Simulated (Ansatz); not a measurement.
System: Cu, space group P-3m1 (No. 164).

Starting cell:
```yaml
crystal:
  lattice:
    - [2.50366, 0.00000, 0.00000]
    - [-1.25183, 2.16823, 0.00000]
    - [0.00000, 0.00000, 24.57559]
  atoms:
    - { symbol: Cu, position: [0.33333, 0.66667, 0.71039] }
    - { symbol: Cu, position: [0.66667, 0.33333, 0.54201] }
    - { symbol: Cu, position: [0.00000, 0.00000, 0.62624] }
    - { symbol: Cu, position: [0.33333, 0.66667, 0.45799] }
    - { symbol: Cu, position: [0.66667, 0.33333, 0.28961] }
    - { symbol: Cu, position: [0.00000, 0.00000, 0.37376] }
```

Method: plane-wave DFT, no spin polarisation; energies at scaled volumes of the given cell, shape and fractions fixed, counted from the fit's minimum, third-order Birch-Murnaghan fit (Ansatz 0.2.0). Level: PBE with D4.

```json
{"setting": "k mesh", "value": "12×12×2"}
{"setting": "occupations", "value": "Fermi–Dirac"}
{"setting": "smearing width", "value": "0.02 eV"}
{"setting": "potentials", "value": "Ansatz PAW"}
{"setting": "wave cutoff", "value": "420 eV"}
{"setting": "density cutoff", "value": "1680 eV"}
```

What does the calculation give for the energy and pressure against volume? The volume takes the values 20.90, 21.35, 21.79, 22.23, 22.68, 23.12, 23.57 Å³/atom.

A third-order Birch–Murnaghan fit gives V0 = 22.33 Å³/atom, B0 = 76.2 GPa and B′ = 5.3. The energy is 25.10 meV/atom at volume 20.90 Å³/atom and 14.54 meV/atom at 23.57 Å³/atom; the lowest computed point is at volume 22.23 Å³/atom (0.12 meV/atom). The pressure falls from 6.03 GPa at volume 20.90 Å³/atom to −3.58 GPa at 23.57 Å³/atom, and changes sign near 22.34 Å³/atom.

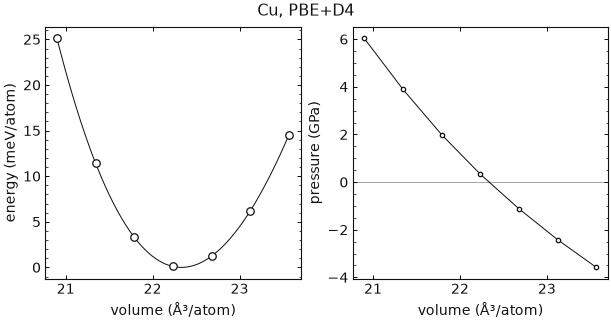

Limits of the calculation: shape and atomic fractions are frozen while scaling, which makes layered, chain and framework solids too stiff.
